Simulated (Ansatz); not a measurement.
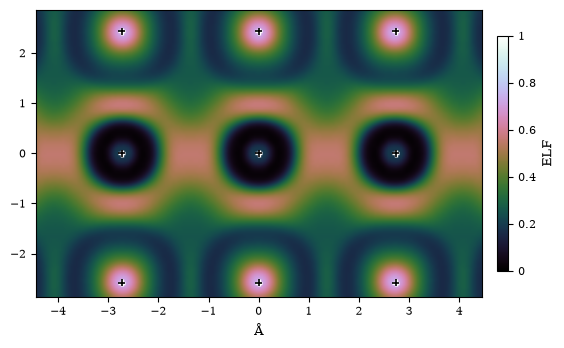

The electron localisation function on a plane through atoms (crosses mark nuclei in the plane).

Level of theory: DFT PBE, scalar-relativistic, plane waves, PAW in Ansatz.

Candidates:
A. MgO, a = 3.02 Å, b = 4.27 Å, c = 3.02 Å, α = 90.00°, β = 90.00°, γ = 90.00°. Space group Imm2; changed on purpose from its base cell (all O atoms moved +0.062 Å, as atom 2 along Cartesian [1 1 0]).
B. AlNi, a = 4.73 Å, b = 2.73 Å, c = 4.21 Å, α = 90.00°, β = 111.98°, γ = 90.00°. Space group Cm; a structure from a database of computed crystals, not necessarily the ambient phase; changed on purpose from its base cell (all Ni atoms moved +0.075 Å, as atom 2 towards its neighbour atom 1 (Al) at 2.509 A); not relaxed (largest force 0.5 eV/Å); computed without spin polarisation.
C. GaSb, a = 6.21 Å, b = 6.21 Å, c = 6.21 Å, α = 90.00°, β = 90.00°, γ = 90.00°. Space group F-43m.

Question: Which candidate gave the map?

Answer: Candidate B: AlNi on the (101̄) plane of the conventional cell, which holds Al and Ni. Al–Ni (2.43 Å): the ELF is about 0.45 at the midpoint. Al–Al (2.73 Å): the ELF reaches about 0.55 near the midpoint.
